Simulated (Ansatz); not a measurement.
Input file:

```
crystal:
  lattice:
    - [5.0605222284, 0.0, 0.0]
    - [-2.5302611142, 4.3825408062, 0.0]
    - [0.0, 0.0, 5.54135331]
  atoms:
    - { symbol: Si, position: [0.5, 0.0, 0.0] }
    - { symbol: Si, position: [0.5, 0.5, 0.6666666667] }
    - { symbol: Si, position: [0.0, 0.5, 0.3333333333] }
    - { symbol: O, position: [0.20860537, 0.79139463, 0.1666666667] }
    - { symbol: O, position: [0.20860537, 0.41721074, 0.5] }
    - { symbol: O, position: [0.41721074, 0.20860537, 0.8333333333] }
    - { symbol: O, position: [0.79139463, 0.20860537, 0.1666666667] }
    - { symbol: O, position: [0.79139463, 0.58278926, 0.5] }
    - { symbol: O, position: [0.58278926, 0.79139463, 0.8333333333] }
hamiltonian:
  xc: blyp
  pseudopotentials: { kind: paw }
kpoints:
  mp_grid: { grid: [6, 6, 5] }
scf:
  occupations: { method: fermi_dirac, width: 0.05 }
output:
  forces: true
  stress: true
  eigenvalues: true
  write_density: true
  write_potential: true
  elf: true
  volumetric_format: npy
relax:
  f_tol: 0.01
  max_steps: 40
  cell: { stress_tol: 0.05 }
```

Launched as:

```sh
ansatz run input.yaml --threads 4 --pin off --max-ram 11264MiB --backend cpu --events-out ev --progress --plain --runs-dir out
```

Below, planes, directions and counts refer to the conventional cell (a = 5.12 Å, b = 5.12 Å, c = 5.60 Å, α = 90.00°, β = 90.00°, γ = 120.00°).

The fields are those of the run's last geometry, not of the input's.

Space group P6₄22; a structure from a database of computed crystals, not necessarily the ambient phase.

Computed with Ansatz 0.2.0, Kohn-Sham DFT of a periodic cell, BLYP, Ansatz PAW.

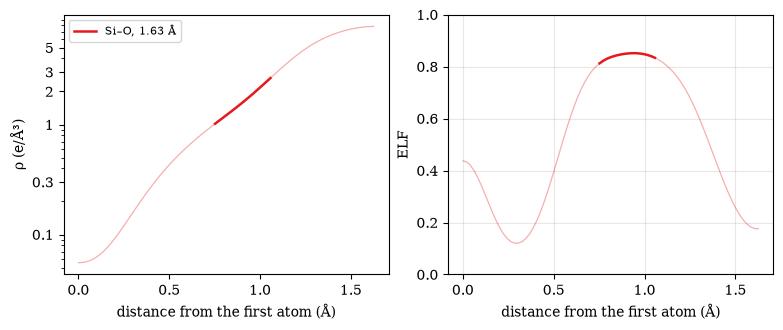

SiO₂. Valence charge density (pseudo) and electron localisation function along straight lines between neighbouring atoms. Thin, pale parts lie inside the atomic spheres.

Core electrons are frozen (PAW), and the valence fields are smoothed inside the atomic spheres.

### What kind of bonding do the profiles show?

Si–O (1.63 Å): the density is about 1.2 e/Å³ at the midpoint; the ELF peaks at about 0.85 between the atoms (a short, strongly polar bond).
